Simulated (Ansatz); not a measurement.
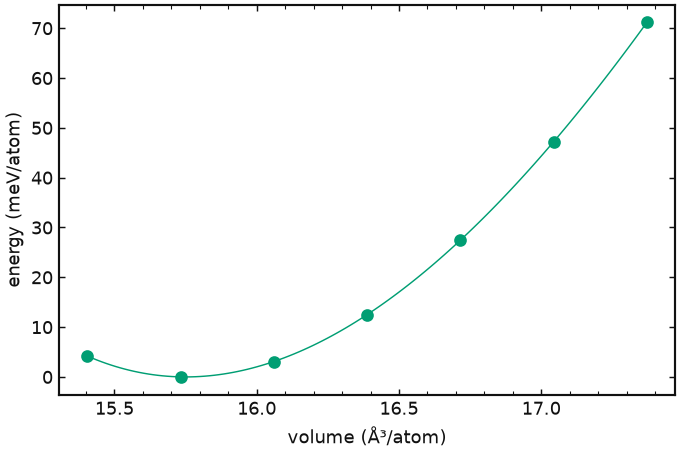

Plotted: energy against volume for AlAu₂, space group I4/mmm (No. 139).

Structure:
```
Au Al
1.0
    -1.67151    1.67151    4.39908
     1.67151   -1.67151    4.39908
     1.67151    1.67151   -4.39908
Au Al
2 1
Direct
  0.34373 0.34373 0.00000
  0.65627 0.65627 0.00000
  0.00000 0.00000 0.00000
```

Calculation (Ansatz 0.2.0): plane-wave DFT, no spin polarisation; energies at scaled volumes of the given cell, shape and fractions fixed, counted from the fit's minimum, third-order Birch-Murnaghan fit. Level: LDA.

```json
{"setting": "k mesh", "value": "11×11×11"}
{"setting": "occupations", "value": "Fermi–Dirac"}
{"setting": "smearing width", "value": "0.05 eV"}
{"setting": "potentials", "value": "Ansatz PAW"}
{"setting": "wave cutoff", "value": "420 eV"}
{"setting": "density cutoff", "value": "1680 eV"}
```

From this curve and the settings, what does the calculation give for the pressure at the same points?

The pressure falls from 3.98 GPa at volume 15.40 Å³/atom to −12.64 GPa at 17.37 Å³/atom, and changes sign near 15.75 Å³/atom.

| volume (Å³/atom) | pressure (GPa) |
| --- | --- |
| 15.40 | 3.98 |
| 15.73 | 0.19 |
| 16.06 | −3.12 |
| 16.39 | −6.01 |
| 16.72 | −8.53 |
| 17.04 | −10.73 |
| 17.37 | −12.64 |

Keep in mind: spin-orbit coupling left out, heavy elements; shape and atomic fractions are frozen while scaling, which makes layered, chain and framework solids too stiff.
